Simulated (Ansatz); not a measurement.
# BAs (F-43m): spin-orbit coupling beyond the local functionals

How far does spin-orbit coupling move the gap of BAs (F-43m)?

Method: density functionals with and without spin-orbit coupling, plane waves, PAW, in Ansatz 0.2.0.

**The experiments to reproduce.**

- Gap 4.12 eV: direct gap from square of absorption coefficient, average of two samples; spectroscopic ellipsometry; 300 K; bulk crystal (CVT-grown opaque bulk crystals) (“Optical properties of cubic boron arsenide”, 2019, arxiv:1911.04914).

- Gap 1.82 eV: indirect optical gap from absorption edge; UV-visible absorption; 300 K; bulk crystal (single crystal grown by chemical vapor transport) (“Basic Physical Properties of Cubic Boron Arsenide”, 2019, arxiv:1911.11281).

- Gap 2.02 eV: indirect gap from square root of absorption coefficient, average of three samples; transmission and reflection spectroscopy; 300 K; bulk crystal (CVT-grown platelets about 10 um thick) (“Optical properties of cubic boron arsenide”, 2019, arxiv:1911.04914).

Report form: the programs' logs are mostly left out.

## Step 1: The structure

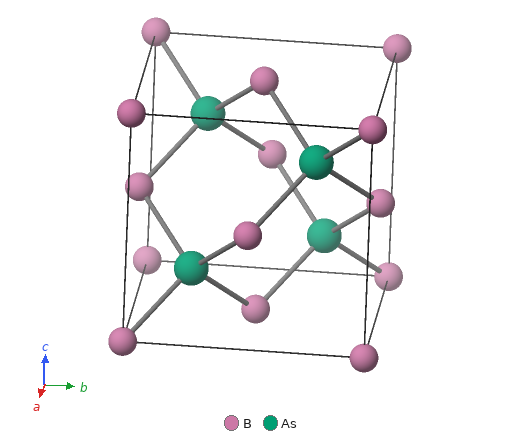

The cell as given, slightly off an axis (boron pink, arsenic teal). This picture shows the conventional cell, with its axes. Bonds to atoms that aren't drawn are left out. Some periodic images of atoms are drawn too.

The cell and positions come from the Crystallography Open Database and are kept as given unless a step says otherwise. The default PAW set here is soft_2. Its files were made with PBE.

## Step 2: HSE06, 4×4×4 mesh

This step: DFT, HSE06, plane waves, PAW.

input.yaml

```yaml
crystal:
  lattice:
    - [0.0, 2.3885, 2.3885]
    - [2.3885, 0.0, 2.3885]
    - [2.3885, 2.3885, 0.0]
  atoms:
    - { symbol: B, position: [0.0, 0.0, 0.0] }
    - { symbol: As, position: [0.25, 0.25, 0.25] }
kpoints:
  mp_grid: { grid: [4, 4, 4] }
  band_path:
    path:
      - [0.0, 0.0, 0.0]
      - [-0.5, -0.5, 0.0]
      - [-0.375, -0.375, 0.25]
      - [-0.375, 0.0, 0.375]
      - [0.0, 0.0, 0.5]
      - [-0.5, -0.25, 0.25]
      - [-0.4, -0.4, 0.0]
    npoints: 1
hamiltonian:
  xc: hse06
scf:
  occupations: { method: fixed }
  n_extra_bands: 4
output:
  eigenvalues: true
```

Launch:

```console
$ ansatz run input.yaml --threads 3 --pin off --max-ram 92160MiB --backend cuda --events-out ev --progress --plain --runs-dir out --devices 1 --max-vram 13GiB  # rebuilt from the run's record
```

Run time: 14 s. Hardware: 1 × NVIDIA H100 80GB HBM3 (shared by 6 runs) with 3 threads of AMD EPYC 7R13 (Zen 3), shared host; peak memory 1 GiB; 8.6 s of CPU time.

Numbers from this step:

```
gap                     : 1.867 eV
valence top at          : Γ
conduction bottom at    : k = (-0.400, -0.400, 0.000)
least direct gap        : 4.144 eV
exact-exchange fraction : 0.25
```

The gap is indirect, with the least direct gap 2.28 eV higher.

## Step 3: HSE06+SOC, 4×4×4 mesh

The many-body steps leave out spin-orbit coupling, so its effect is taken from a two-component run, with twice the bands.

This step: DFT, HSE06 with spin-orbit coupling, plane waves, PAW.

input.yaml: that of step 2 with these lines changed.

```diff
@@ -24,4 +24,11 @@
   occupations: { method: fixed }
-  n_extra_bands: 4
+  n_extra_bands: 8
+magnetization:
+  noncollinear: true
+  spin_orbit: true
 output:
   eigenvalues: true
+  write_density: true
+  write_potential: true
+  elf: true
+  volumetric_format: npy
```

The job ended after 21 s (1 × NVIDIA H100 80GB HBM3 (shared by 6 runs) with 3 threads; peak memory 1.2 GiB).

Numbers from this step:

* gap: 1.794 eV
* valence top at: Γ
* conduction bottom at: k = (-0.400, -0.400, 0.000)
* least direct gap: 3.930 eV
* exact-exchange fraction: 0.25

The gap stands −0.07 eV against HSE06.

## Step 4: Together

Times are wall times on 1 × NVIDIA H100 80GB HBM3 (shared by 6 runs) with 3 threads of AMD EPYC 7R13 (Zen 3), shared host, good to a factor of about two.

```csv
level,gap (eV),with coupling (eV),change (eV),time,with coupling
HSE06,1.87,1.79,−0.07,14 s,21 s
```

## Step 5: What came out

| Item | Value |
| --- | --- |
| HSE06 | 1.87 eV |
| HSE06+SOC | 1.79 eV |

Spin-orbit coupling changes the gap by −0.07 eV and the least direct gap by −0.21 eV. Against experiment, by HSE06+SOC: the direct gap of 3.93 eV lies −0.19 eV from the measured 4.12 eV (direct, 300 K, 2019); the gap of 1.79 eV lies −0.03 eV from the measured 1.82 eV (indirect, 300 K, 2019); the gap of 1.79 eV lies −0.23 eV from the measured 2.02 eV (indirect, 300 K, 2019). An exciton line or allowed optical edge lies below the quasiparticle gap by the binding energy; a forbidden edge can push the onset above it. The lattice is static and excitons are left out.

[Paths, hosts, dates, memory and timing lines, banners, echoed tables and standing remarks are left out of the program output.]

[Logs are printed without paths, hosts, clocks, repeated set-up lines and the standing remarks that a program may print on its own settings, such as how far it seeks lower states.]

[Runs of the session that timed out or met a known fault of the program may be left out.]

[Cells called generated may have been cut or substituted from an entry of the Crystallography Open Database or the Materials Project.]

[Hosts, paths, dates, database ids (printed as entryN), source tags and the programs' standing remarks are cut or masked in the printed files.]
